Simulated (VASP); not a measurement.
System: HfN.

```xyz
2
Lattice="2.7904 0.0000 0.0000 0.0000 2.7904 0.0000 0.0000 0.0000 2.7904" Properties=species:S:1:pos:R:3 pbc="T T T"
Hf    0.0000    0.0000    0.0000
N     1.3952    1.3952    1.3952
```

Space group Pm-3m; a generated structure, not necessarily the stable one; built by placing these elements on a known structure type; computed pressure about −3 GPa in this cell.

Theory: VASP, Kohn-Sham DFT of a periodic cell, PBEsol, VASP PAW PBE potentials, recommended.

Question: What will maps of the valence pseudo-density and electron localisation function show?

Answer: Hf–N (2.42 Å): the density is about 0.35 e/Å³ at the midpoint; the ELF peaks at about 0.85 in the valence shell of N, 0.7 Å from its nucleus, and is about 0.15 at the midpoint (no shared electron pair shows on this line).
Hf–Hf (2.79 Å): the density is about 0.28 e/Å³ at the midpoint; the ELF is about 0.25 at the midpoint: no shared electron pair shows on this line.

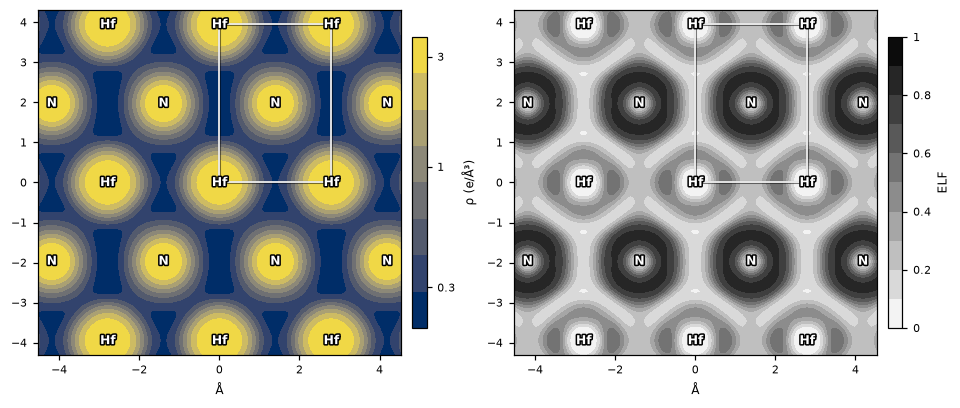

Computed valence pseudo-density and electron localisation function on the (110) plane of the conventional cell, in this order. 
